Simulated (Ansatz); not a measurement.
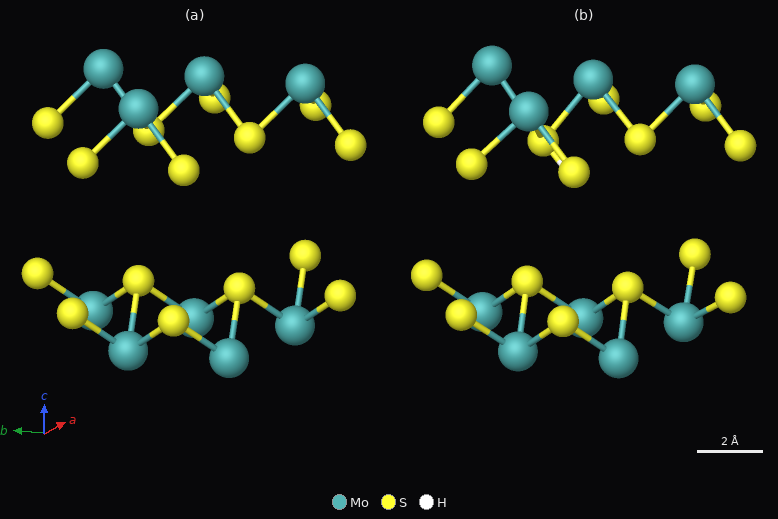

Left: perfect MoS$_{2}$. Right: the same region with one point defect, after relaxing the atoms in a supercell of 39 sites. Style: ball-and-stick. Shown: the atoms within 5.4 Å of one point, in a slice 5.0 Å thick across the line of sight, from a free direction.

All numbers below come from Ansatz 0.2.0, DFT PBE, scalar-relativistic, plane waves, PAW. Settings: plane-wave cutoff 420 eV; k-point mesh 2 × 2 × 2; occupations gaussian; smearing width 0.01 eV; mesh shifted by (0.5, 0.5, 0.5); no spin polarisation. The cell is small and the k-mesh coarse, so the numbers are rough. A uniform background neutralises the charged cell. The axes drawn are those of the host's conventional cell.

What kind of defect was made?

Answer. An extra hydrogen atom is put between the host's atoms (an interstitial).

The charge state of the cell is −1.

How does the lattice respond?

Answer. The H atom starts with 6 S at 2.79 to 2.88 Å around its place and ends with 1 S at 1.43 Å. Of the host's atoms, a sulfur atom moves furthest from its site, by 0.34 Å. The H atom itself moves 0.18 Å from where it was put.
